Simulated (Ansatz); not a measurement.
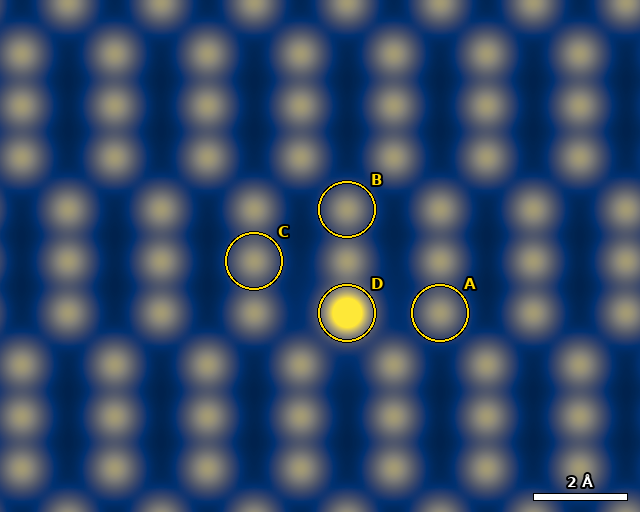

HAADF-like image of Ni (P6/mmm, No. 191) along [101]. The image is simulated as a sum over atoms of Z^1.7, blurred by a 0.68 Å probe (no channelling). The probe carries 15 % of its weight in a tail 2.5 times as wide. The display is stretched by a gamma of 0.65; percentages refer to the linear signal.

The sample is 2 repeats (9.2 Å) thick. One point defect was put into the perfect crystal, without relaxing the atoms around it. Brightness is counted from the darkest point of the image. Host structure: coordinates from a relaxation with DFT PBEsol, scalar-relativistic, plane waves, PAW (Ansatz); the starting structure was generated, so it need not be a known form of this composition.

### Which ringed column holds the defect, and does it scatter more or less than its equals?

D; it scatters more. The column holds 2 atoms (Ni) through the sample, and one Ni atom is replaced by Pt, so its peak rises to about 340 % of that of its equals.
